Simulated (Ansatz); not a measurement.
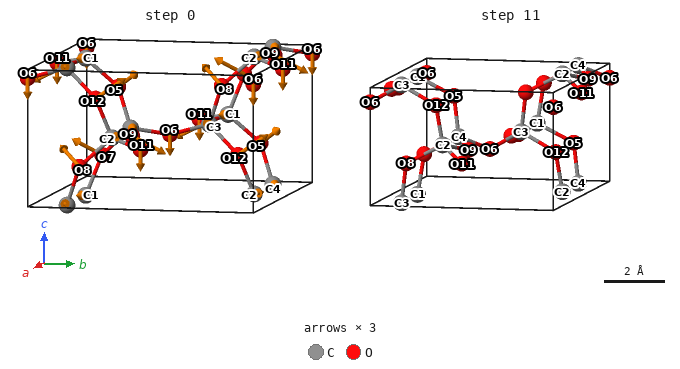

The structure of a crystal of CO$_{2}$ (a generated structure, set up in Ima2) (coarse preliminary run) before (left) and after (right) a relaxation, at one scale. The orange arrows give the displacements (the part carried along by the change of the cell is left out), 3 times their true length.

Style: ball-and-stick. Shown: the conventional cell (2 times the calculation's cell), slightly off an axis. Lengths and directions refer to the drawn axes.

Case: Si → C on all its sites, cell and atoms relaxed.

Method: DFT LDA, scalar-relativistic, plane waves, PAW (Ansatz 0.2.0).

Input file:
```yaml
crystal:
  lattice:
    - [-4.4587122205, 3.8866653482, 2.3188022813]
    - [4.4587122205, -3.8866653482, 2.3188022813]
    - [4.4587122205, 3.8866653482, -2.3188022813]
  atoms:
    - { symbol: C, position: [0.8498617486, 0.5919712417, 0.4411108089] }
    - { symbol: C, position: [0.1508604328, 0.4087509397, 0.5588891911] }
    - { symbol: C, position: [0.8498617486, 0.9087509397, 0.7578905069] }
    - { symbol: C, position: [0.1508604328, 0.0919712417, 0.2421094931] }
    - { symbol: O, position: [0.9240988431, 0.7679704984, 0.2715787226] }
    - { symbol: O, position: [0.0612253287, 0.0612253287, 0.0] }
    - { symbol: O, position: [0.4963917758, 0.2679704984, 0.3438716552] }
    - { symbol: O, position: [0.4963917758, 0.6525201206, 0.7284212774] }
    - { symbol: O, position: [0.1245195316, 0.2729808509, 0.3515386808] }
    - { symbol: O, position: [0.9214421701, 0.7729808509, 0.6484613192] }
    - { symbol: O, position: [0.0612253287, 0.5612253287, 0.5] }
    - { symbol: O, position: [0.9240988431, 0.1525201206, 0.6561283448] }
basis:
  ecutwfc: 420
kpoints:
  mp_grid: { grid: [6, 6, 6] }
hamiltonian:
  xc: lda
scf:
  occupations: { method: gaussian, width: 0.1 }
output:
  forces: true
  stress: true
  eigenvalues: true
relax:
  adjacent_minimum: "off"
  f_tol: 0.05
  max_steps: 60
  cell: { stress_tol: 0.5 }
```

Run as
```bash
ansatz run input.yaml --threads 2 --pin off --max-ram 5120MiB --backend cpu --events-out ev --progress --plain --runs-dir out
```

Describe what moved and what it gained.

Answer. The largest moves relative to the cell, 0.45 Å, are those of O5, O7, O8 and O12. O12 goes along [−2 3 3]. By element the largest moves are O 0.45 Å, C 0.16 Å. The drawn cell changes as follows: a 8.917 → 8.527 Å (−4.4 %), b 7.773 → 6.304 Å (−18.9 %), c 4.638 → 3.986 Å (−14.1 %); the volume changes by −33.3 %. Some distances before and after: C1–O11 1.455 → 1.362 Å, C1–O7 1.464 → 1.375 Å, C1–O10 1.467 → 1.390 Å. Among the angles between lasting bonds that change: C1–O10–C3 148.8° → 121.1°, C3–O6–C4 157.6° → 136.7°, C1–O7–C4 144.0° → 124.4°. The space group stays Ima2 (No. 46). Over 9 accepted moves (11 points after the start) the energy falls by 540 meV per atom. Largest force component: 1.7 eV/Å at the start, 0.0066 eV/Å at the end. The pressure goes from −29.23 to 0.05 GPa. The SCF was repeated twice at an unchanged geometry on a basis and grid sized afresh for the cell, which shifted the energy by 7.1 meV per atom at most. The run took 3.6 min on 2 threads of Arm Neoverse V1, with other jobs on the host, peak memory 0.53 GiB.
